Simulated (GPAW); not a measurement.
# As K ELNES/XANES of zinc-blende (GaAs)₁₋ₓ(AlAs)ₓ at x = 0.25 from DFT

Aim: the As K edge in zinc-blende (GaAs)₁₋ₓ(AlAs)ₓ at x = 0.25, one member of a composition series.

Method: X-ray absorption from dipole matrix elements to empty bands, plane-wave PAW LDA, in GPAW 26.7.0.

**1. Set-up**

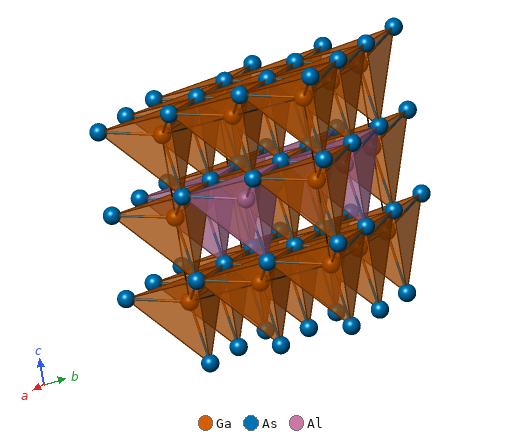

Start, viewed slightly off an axis; gallium orange, arsenic blue, aluminium pink. Some periodic images of atoms are drawn too.

The cell holds 16 atoms: 6 Ga, 8 As and 2 Al. Cell: a = 7.997 Å, b = 7.997 Å, c = 7.997 Å, α = 60.0°, β = 60.0°, γ = 60.0°. 16-atom zinc-blende cell, 2 of 8 Ga sites taken by Al at random, lattice constants typed for the ends and interpolated (Vegard).

As a file:

```cif
data_structure
_symmetry_space_group_name_H-M 'P 1'
_symmetry_Int_Tables_number 1
_cell_length_a 7.9974
_cell_length_b 7.9974
_cell_length_c 7.9974
_cell_angle_alpha 60.000
_cell_angle_beta 60.000
_cell_angle_gamma 60.000
_cell_volume 361.68
loop_
_atom_site_label
_atom_site_type_symbol
_atom_site_fract_x
_atom_site_fract_y
_atom_site_fract_z
_atom_site_occupancy
Ga1 Ga 0.99806 0.00145 0.99914 1
As2 As 0.12631 0.12513 0.12246 1
Ga3 Ga 0.00258 0.99953 0.50542 1
As4 As 0.12441 0.12192 0.62745 1
Ga5 Ga 0.99563 0.49954 0.00230 1
As6 As 0.12546 0.62526 0.12397 1
Al7 Al 0.00211 0.49897 0.50306 1
As8 As 0.12515 0.62184 0.62416 1
Ga9 Ga 0.49876 0.99856 0.99831 1
As10 As 0.62409 0.12478 0.12366 1
Al11 Al 0.50352 0.00161 0.49988 1
As12 As 0.62240 0.12505 0.62521 1
Ga13 Ga 0.49575 0.49978 0.99904 1
As14 As 0.62336 0.62235 0.12115 1
Ga15 Ga 0.49728 0.50144 0.49692 1
As16 As 0.62684 0.62458 0.62851 1
```

**2. Relaxation**

The cell was built by hand, so its atoms are relaxed first: near-edge features follow bond lengths closely.

File relax.py:

```python
import numpy as np
from ase import Atoms
from ase.parallel import parprint, paropen
from gpaw import GPAW, PW, FermiDirac, Mixer, MixerDif, setup_paths
from ase.optimize import BFGS

atoms = Atoms('GaAsGaAsGaAsAlAsGaAsAlAsGaAsGaAs',
    cell=[[0, 5.655, 5.655],
     [5.655, 0, 5.655],
     [5.655, 5.655, 0]],
    scaled_positions=[[0.99806, 0.001451, 0.999141],
     [0.126305, 0.125129, 0.122459],
     [0.002583, 0.999535, 0.505419],
     [0.124411, 0.12192, 0.627452],
     [0.995626, 0.499539, 0.002295],
     [0.125463, 0.625264, 0.123969],
     [0.002107, 0.49897, 0.503063],
     [0.125153, 0.621837, 0.624158],
     [0.498761, 0.998557, 0.998314],
     [0.624088, 0.12478, 0.123665],
     [0.503519, 0.001605, 0.499884],
     [0.6224, 0.125055, 0.625209],
     [0.495748, 0.499785, 0.999042],
     [0.62336, 0.622353, 0.12115],
     [0.497276, 0.501436, 0.49692],
     [0.626842, 0.62458, 0.628509]],
    pbc=True)
atoms.calc = GPAW(legacy_gpaw=True, mode=PW(400, force_complex_dtype=True), xc='LDA', setups={},
    kpts={'size': (3, 3, 3), 'gamma': True}, occupations=FermiDirac(0.08),
    charge=0, mixer=Mixer(0.1, 5, 50), maxiter=150,
    convergence={'density': 0.0001, 'eigenstates': 1e-6}, txt='relax.txt')
steps = []
opt = BFGS(atoms, logfile='-')
opt.attach(lambda: steps.append([atoms.get_potential_energy(), float(np.linalg.norm(atoms.get_forces(), axis=1).max())]))
done = opt.run(fmax=0.05, steps=30)
out = dict(done=bool(done), steps=steps, frac=atoms.get_scaled_positions().tolist())
import json
with paropen('out.json', 'w') as f:
    json.dump(out, f)
```

The run is started by

```console
$ OMP_NUM_THREADS=1 mpirun -n 4 gpaw python relax.py
```

Numbers of over 12 decimals in the logs are rounded to 6 here.

What it wrote:

```text
Input parameters:
  convergence: {density: 0.0001,
                eigenstates: 1e-06}
  kpts: {gamma: True,
         size: (3, 3, 3)}
  maxiter: 150
  mixer: {backend: pulay,
          beta: 0.1,
          method: separate,
          nmaxold: 5,
          weight: 50}
  mode: {ecut: 400.0,
         force_complex_dtype: True,
         name: pw}
  occupations: {fixmagmom: False,
                name: fermi-dirac,
[...]
Forces in eV/Ang:
[...]
14 Ga   -0.01876   -0.00957   -0.03769
 15 As    0.02609    0.02047    0.00034
Step     Time          Energy          fmax
BFGS:    0 02:07:25      -78.382947        0.700503
BFGS:    1 02:07:42      -78.418308        0.505459
BFGS:    2 02:08:04      -78.465584        0.120902
BFGS:    3 02:08:17      -78.466561        0.065873
BFGS:    4 02:08:30      -78.467084        0.056842
BFGS:    5 02:08:44      -78.467699        0.043169
[key lines of the parts left out:]
Converged after 6 iterations.
Dipole moment: (-26.735924, -26.683437, -26.571592) |e|*Ang
Free energy:    -78.467699
Fermi level: 4.82540
```

Run time: 1.9 min. Hardware: 4 MPI ranks of Arm Neoverse V1, shared host; peak memory 0.32 GiB; 7.6 min of CPU time.

In 5 steps the energy fell by 85 meV (energies extrapolated to zero smearing) and the largest force to 0.043 eV/Å. Atom 16 (As; the text counts from 1, the script from 0) is among those that moved most, by 0.04 Å.

**3. The field without a hole**

A plain self-consistent run shows whether there is a gap, which decides the set-up of the core-hole run.

File scf.py:

```python
import numpy as np
from ase import Atoms
from ase.parallel import parprint, paropen
from gpaw import GPAW, PW, FermiDirac, Mixer, MixerDif, setup_paths
from gpaw.test import gen
setup_paths.insert(0, '.')
gen('As', name='nch1s', xcname='LDA', corehole=(1, 0, 0), write_xml=True)
from gpaw.mpi import world
world.barrier()

atoms = Atoms('GaAsGaAsGaAsAlAsGaAsAlAsGaAsGaAs',
    cell=[[0, 5.655, 5.655],
     [5.655, 0, 5.655],
     [5.655, 5.655, 0]],
    scaled_positions=[[0.9985055, 0.0002857, 0.0005782],
     [0.1240094, 0.1242054, 0.1263815],
     [0.0006597, 0.9993822, 0.5016571],
     [0.1272886, 0.1243238, 0.6253068],
     [0.998258, 0.4995009, 0.00082],
     [0.1220262, 0.6248762, 0.1265237],
     [0.0003329, 0.4984126, 0.5010439],
     [0.1246252, 0.6241614, 0.6257029],
     [0.499305, 0.9988666, 0.998967],
     [0.6233493, 0.1235127, 0.1253245],
     [0.5014822, 0.9993812, 0.4998739],
     [0.6255587, 0.1258352, 0.6238623],
     [0.4971265, 0.4986938, 0.9986953],
     [0.623074, 0.6237661, 0.1235631],
     [0.4999947, 0.5013913, 0.4988753],
     [0.6261017, 0.625184, 0.6234875]],
    pbc=True)
atoms.calc = calc = GPAW(legacy_gpaw=True, mode=PW(400, force_complex_dtype=True), xc='LDA', setups={5: 'nch1s'},
    kpts={'size': (3, 3, 3), 'gamma': True}, occupations=FermiDirac(0.05),
    charge=0, mixer=Mixer(0.1, 5, 50), maxiter=150,
    convergence={'density': 0.0001, 'eigenstates': 1e-6}, txt='scf.txt')
energy = atoms.get_potential_energy() + calc.get_reference_energy()
ef = calc.get_fermi_level()
out = dict(energy=energy, fermi=ef, forces=atoms.get_forces().tolist())
parprint(f'all-electron energy {energy:.4f} eV, Fermi level {ef:.4f} eV')
ev = np.array([[calc.get_eigenvalues(k, s) for k in range(len(calc.get_ibz_k_points()))] for s in range(calc.get_number_of_spins())])
out['homo'], out['lumo'], out['counts'] = ev[ev < ef].max(), ev[ev > ef].min(), sorted(set((ev < ef).sum((0, 2)).tolist()))
out['filled'] = (ev[:, 0] < ef).sum(1).tolist()
import json
with paropen('out.json', 'w') as f:
    json.dump(out, f)
```

The run is started by

```console
$ OMP_NUM_THREADS=1 mpirun -n 4 gpaw python scf.py
```

What it wrote:

```text
Input parameters:
  convergence: {density: 0.0001,
                eigenstates: 1e-06}
  kpts: {gamma: True,
         size: (3, 3, 3)}
  maxiter: 150
  mixer: {backend: pulay,
          beta: 0.1,
          method: separate,
          nmaxold: 5,
          weight: 50}
  mode: {ecut: 400.0,
         force_complex_dtype: True,
         name: pw}
  occupations: {fixmagmom: False,
                name: fermi-dirac,
                width: 0.05}
  setups: {5: nch1s}

Initialize ...

[... PAW data sets ...]

Reference energy: -821364.441814  # eV

Spin-paired calculation

[... convergence settings ...]
Symmetries present (total): 1
  [... symmetry matrices ...]

27 k-points: 3 x 3 x 3 Monkhorst-Pack grid
14 k-points in the irreducible part of the Brillouin zone
       k-points in crystal coordinates                weights
   0:     0.00000000    0.00000000    0.00000000          1/27
   1:     0.00000000    0.00000000    0.33333333          2/27
   2:     0.00000000    0.33333333   -0.33333333          2/27
   3:     0.00000000    0.33333333    0.00000000          2/27
   4:     0.00000000    0.33333333    0.33333333          2/27
   5:     0.33333333   -0.33333333   -0.33333333          2/27
   6:     0.33333333   -0.33333333    0.00000000          2/27
   7:     0.33333333   -0.33333333    0.33333333          2/27
   8:     0.33333333    0.00000000   -0.33333333          2/27
   9:     0.33333333    0.00000000    0.00000000          2/27
          ...
  13:     0.33333333    0.33333333    0.33333333          2/27

Wave functions: Plane wave expansion
  Cutoff energy: 400.000 eV
  Number of coefficients (min, max): 6534, 6615
  Pulay-stress correction: 0.000000 eV/Ang^3 (de/decut=0.000000)
  Using FFTW library
  Wavefunction extrapolation:
    Improved wavefunction reuse through dual PAW basis

Occupation numbers: Fermi-Dirac:
  width: 0.0500  # eV

Eigensolver
   Davidson(niter=2)

Densities:
  Coarse grid: 40*40*40 grid
  Fine grid: 80*80*80 grid
  Total Charge: 0.000000

Density mixing:
  Method: separate
  Backend: pulay
  Linear mixing parameter: 0.1
  old densities: 5
  Width of damping distribution: 1.1
  Damping of long wavelength oscillations: 50

[... Hamiltonian set-up ...]
Number of atoms: 16
Number of atomic orbitals: 64
Number of bands in calculation: 43
Number of valence electrons: 64
Bands to converge: occupied

... initialized

Initializing position-dependent things.

Density initialized from atomic densities
Creating initial wave functions:
  43 bands from LCAO basis set

                                        Ga

                 Ga         As Al
                                 Ga
                    As
          Ga            Ga
                     As
                             Ga
             As            As

                  As
                    AsAl

           As

Atomic positions and initial magnetic moments

Positions:
   0 Ga     0.004885    5.649818    5.648164    ( 0.0000,  0.0000,  0.0000)
   1 As     1.417069    1.415961    1.403655    ( 0.0000,  0.0000,  0.0000)
   2 Ga     8.488377    2.840602    5.655237    ( 0.0000,  0.0000,  0.0000)
   3 As     4.239161    4.255927    1.422868    ( 0.0000,  0.0000,  0.0000)
   4 Ga     2.829315    5.649786    8.469827    ( 0.0000,  0.0000,  0.0000)
   5 As     4.249166    1.405550    4.223733    ( 0.0000,  0.0000,  0.0000)
   6 Al     5.651927    2.835286    2.820406    ( 0.0000,  0.0000,  0.0000)
[...]
13 As     4.226147    4.222233    7.050881    ( 0.0000,  0.0000,  0.0000)
  14 Ga     5.656508    5.648610    5.662838    ( 0.0000,  0.0000,  0.0000)
  15 As     7.061237    7.066427    7.076021    ( 0.0000,  0.0000,  0.0000)

Unit cell:
           periodic     x           y           z      points  spacing
  1. axis:    yes    0.000000    5.655000    5.655000    40     0.1632
  2. axis:    yes    5.655000    0.000000    5.655000    40     0.1632
  3. axis:    yes    5.655000    5.655000    0.000000    40     0.1632

  Lengths:   7.997378   7.997378   7.997378
  Angles:   60.000000  60.000000  60.000000

Effective grid spacing dv^(1/3) = 0.1781

iter:   1   -79.754735
iter:   2   -79.366531   -2.28  -0.85
iter:   3   -78.596763   -1.59  -0.90
iter:   4   -78.514424   -3.25  -1.39
iter:   5   -78.500900   -2.53  -1.48
iter:   6   -78.493429c  -2.85  -1.93
iter:   7   -78.477248c  -4.32  -1.91
iter:   8   -78.469749c  -4.21  -2.09
iter:   9   -78.467815c  -4.60  -2.36
iter:  10   -78.467186c  -4.56  -2.70
iter:  11   -78.467160c  -6.08c -3.41
iter:  12   -78.467156c  -6.30c -3.58
iter:  13   -78.467154c  -6.50c -3.58
iter:  14   -78.467151c  -7.16c -3.79
iter:  15   -78.467151c  -7.97c -4.01c

Converged after 15 iterations.

Dipole moment: (-26.733665, -26.681072, -26.569717) |e|*Ang

Energy contributions relative to reference atoms: (reference = -821364.441814)

Kinetic:       +196.530196
Potential:     -175.181434
External:        +0.000000
XC:             -99.927530
Entropy (-ST):   -0.000214
Local:           +0.111724
SIC:             +0.000000
--------------------------
Free energy:    -78.467258
Extrapolated:   -78.467151

Showing only first 2 kpts
 Kpt  Band  Eigenvalues  Occupancy
  0    30      4.47235    1.99748
  0    31      4.48637    1.99667
  0    32      5.08121    0.00813
  0    33      5.40046    0.00001

  1    30      4.13494    2.00000
  1    31      4.13905    2.00000
  1    32      5.78558    0.00000
  1    33      6.17421    0.00000

Fermi level: 4.80617

Gap: 0.595 eV
Transition (v -> c):
  (s=0, k=0, n=31, [0.00, 0.00, 0.00]) -> (s=0, k=0, n=32, [0.00, 0.00, 0.00])
No difference between direct/indirect transitions

Forces in eV/Ang:
  0 Ga   -0.01874   -0.00438   -0.00123
  1 As   -0.00908   -0.00980    0.01499
  2 Ga   -0.00005    0.00222   -0.00556
  3 As    0.00848   -0.01760   -0.01366
  4 Ga   -0.00994   -0.00585    0.00284
  5 As   -0.00983    0.01477    0.01409
  6 Al    0.00506   -0.00247   -0.00149
[...]
13 As    0.01321    0.01203    0.00868
 14 Ga   -0.01884   -0.00894   -0.03508
 15 As    0.02126    0.01534    0.00215
Scalar-relativistic atomic LDA calculation for As (Arsenic, Z=33)
Core hole in 1s state (1s occupation: 2.0)
600 radial gridpoints.
|------------------------------------------------|
|------------------------------------------------|
[... the atom generator's iteration count ...]

Energy contributions:
-------------------------
Kinetic:    +2298.810624
XC:           -80.495842
Potential:  -4475.454781
-------------------------
Total:      -2257.139999

state      eigenvalue         ekin         rmax
-----------------------------------------------
1s^2.0 :  -429.649646   549.714764        0.030
2s^2.0 :   -54.524652   106.313752        0.170
2p^6.0 :   -47.885737   103.662753        0.136
3s^2.0 :    -6.960589    24.669262        0.522
3p^6.0 :    -4.903404    22.221985        0.521
3d^10.0:    -1.502997    17.049353        0.475
4s^2.0 :    -0.539904     3.098002        1.606
4p^3.0 :    -0.196323     1.805704        1.971
-----------------------------------------------
(units: Bohr and Hartree)

Generating PAW setup
Kinetic energy of the core from tauc = 2313.918695
Cutoffs:
rc(s)=2.000
rc(p)=2.000
rc(d)=2.000
rc(vbar)=1.800
rc(comp)=2.000
rc(nct)=2.000

Kinetic energy of the core states: 2287.197508
Charge: 0.0
Core electrons: 28.0
Valence electrons: 5.0
Pseudo-core charge: 1.220635
Shape function alpha=2.500
Pseudo-electron charge 6.693983
state    eigenvalue         norm
--------------------------------
4s(2) :    -0.539904     1.201804
*s    :     0.460096
4p(3) :    -0.196323     1.023247
*p    :     0.803677
*d    :     0.000000
--------------------------------

Diagonalizing with gridspacing h=0.050

state   all-electron     PAW
-------------------------------
4s:      -0.539904    -0.540221
4p:      -0.196323    -0.196570
*d:                    0.036990
*f:                    0.071517
-------------------------------
all-electron energy -821442.9090 eV, Fermi level 4.8062 eV
```

Elapsed: 37 s, on 4 MPI ranks; peak memory 0.33 GiB.

The mesh shows a gap of 0.59 eV. The excited electron is kept all the same, so that all members of the series, with or without a gap, are treated alike.

**4. Cell without a hole, the energy reference**

The photon energy needs a difference of total energies, so the cell and mesh of the coming hole run are first run without a hole.

scf.py, as its differences from that of step 3:

```diff
@@ -32,3 +32,3 @@
 atoms.calc = calc = GPAW(legacy_gpaw=True, mode=PW(400, force_complex_dtype=True), xc='LDA', setups={5: 'nch1s'},
-    kpts={'size': (3, 3, 3), 'gamma': True}, occupations=FermiDirac(0.05),
+    kpts={'size': (3, 3, 3), 'gamma': True}, occupations=FermiDirac(0.02),
     charge=0, mixer=Mixer(0.1, 5, 50), maxiter=150,
```

What it wrote:

```text
Input parameters:
  convergence: {density: 0.0001,
                eigenstates: 1e-06}
  kpts: {gamma: True,
         size: (3, 3, 3)}
  maxiter: 150
  mixer: {backend: pulay,
          beta: 0.1,
          method: separate,
          nmaxold: 5,
          weight: 50}
  mode: {ecut: 400.0,
         force_complex_dtype: True,
         name: pw}
  occupations: {fixmagmom: False,
                name: fermi-dirac,
[...]
4s(2) :    -0.539904     1.201804
*s    :     0.460096
4p(3) :    -0.196323     1.023247
*p    :     0.803677
*d    :     0.000000
--------------------------------

Diagonalizing with gridspacing h=0.050

state   all-electron     PAW
-------------------------------
4s:      -0.539904    -0.540221
4p:      -0.196323    -0.196570
*d:                    0.036990
*f:                    0.071517
-------------------------------
all-electron energy -821442.9090 eV, Fermi level 4.7901 eV
[key lines of the parts left out:]
Converged after 15 iterations.
Dipole moment: (-26.733545, -26.680952, -26.569565) |e|*Ang
Free energy:    -78.467227
Fermi level: 4.79008
```

It took 37 s on 4 MPI ranks; peak memory 0.33 GiB.

Reference energy: -821442.909 eV with the cores included.

[end of part 1 of 2]

[Banner, clock and machine lines of the logs are left out without a mark of their own.]

[Logs are printed without paths, hosts, clocks, repeated set-up lines and the standing remarks that a program may print on its own settings, such as how far it seeks lower states.]

[Hosts, paths, dates, database ids (printed as entryN), source tags and the programs' standing remarks are cut or masked in the printed files.]

[Lists of maxima count a maximum above −3 eV only where it reaches 4 % of the highest in the window and stands out from its surroundings by 2 % of it (1.5 % where it reaches 55 %); shoulders and weaker maxima are passed over, and of the rest the first, up to two pre-edge ones and the few strongest are named.]
